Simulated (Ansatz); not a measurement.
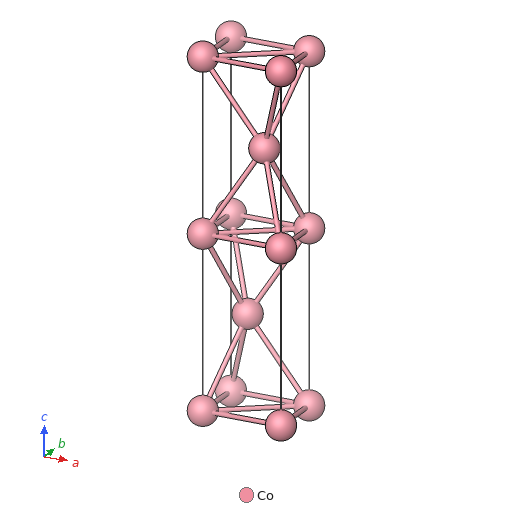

System: Co, space group P6_3/mmc (No. 194). The picture shows the conventional cell.

Structure:
```yaml
crystal:
  lattice:
    - [2.47056, 0.00000, 0.00000]
    - [-1.23528, 2.13957, 0.00000]
    - [0.00000, 0.00000, 8.08823]
  atoms:
    - { symbol: Co, position: [0.66667, 0.33333, 0.75000] }
    - { symbol: Co, position: [0.00000, 0.00000, 0.50000] }
    - { symbol: Co, position: [0.33333, 0.66667, 0.25000] }
    - { symbol: Co, position: [0.00000, 0.00000, 0.00000] }
```

Method: plane-wave DFT, collinear spins; energies at scaled volumes of the given cell, shape and fractions fixed, counted from the fit's minimum, third-order Birch-Murnaghan fit (Ansatz 0.2.0). Level: PBE with D4, collinear spin.

k mesh 12×12×4; occupations Fermi–Dirac; smearing width 0.05 eV; potentials Ansatz PAW; wave cutoff 420 eV; density cutoff 1680 eV.

What does the calculation give for the energy and pressure against volume? The volume takes the values 10.05, 10.26, 10.47, 10.69, 10.90, 11.12, 11.33 Å³/atom.

A third-order Birch–Murnaghan fit gives V0 = 10.62 Å³/atom, B0 = 223 GPa and B′ = 4.0. The energy is 23.66 meV/atom at volume 10.05 Å³/atom and 29.59 meV/atom at 11.33 Å³/atom; the lowest computed point is at volume 10.69 Å³/atom (0.27 meV/atom). The pressure falls from 13.84 GPa at volume 10.05 Å³/atom to −12.61 GPa at 11.33 Å³/atom, and changes sign near 10.62 Å³/atom.

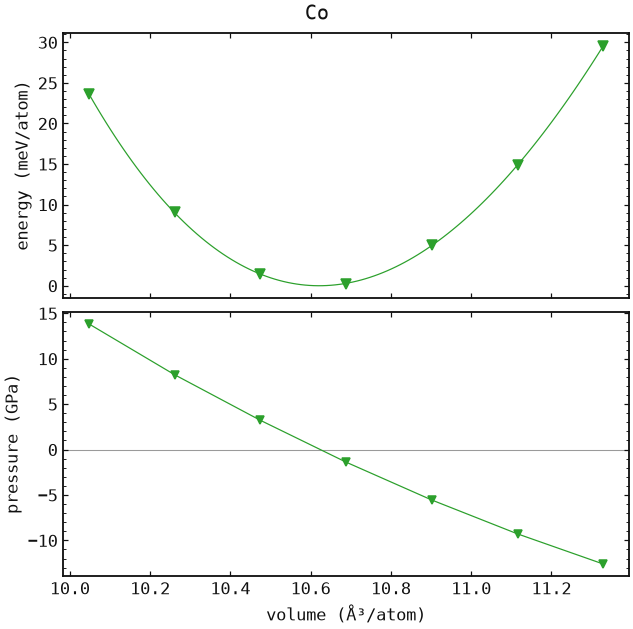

Keep in mind: shape and atomic fractions are frozen while scaling, which makes layered, chain and framework solids too stiff.
